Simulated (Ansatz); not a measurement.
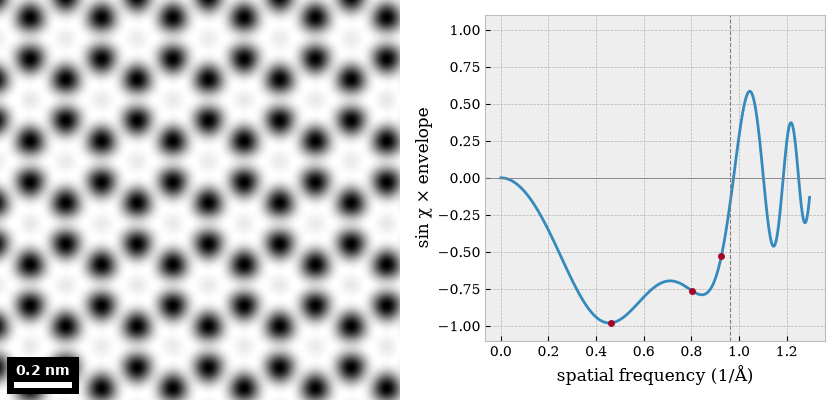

Phase-contrast TEM-like image of Co (P6_3/mmc, No. 194) along [001]. Simulated in the weak-phase-object approximation with neutral-atom potentials: 200 kV, Cs = 40 µm, defocus −120 Å (negative is underfocus), defocus spread 12 Å, aperture 0.96 1/Å. Structure used: the end point of a relaxation at fixed volume with DFT PBE, spin-orbit coupling, plane waves, PAW in Ansatz 0.2.0.

The plot gives the contrast transfer function, the aperture (dashed) and the crystal's spatial frequencies that carry visible contrast (dots).

What point resolution do these settings give, and which lattice spacings pass?

Answer. About 1.0 Å (0.66 |Cs|^(1/4) λ^(3/4) with λ = 0.0251 Å). The spacings that carry visible contrast are {100} at 2.16 Å, {110} at 1.25 Å, {200} at 1.08 Å.

Do the atom columns appear dark or bright, and why?

Answer. Dark. With positive Cs and underfocus sin χ is negative over the pass band, so the strongest columns (Co) come out darker than the background.
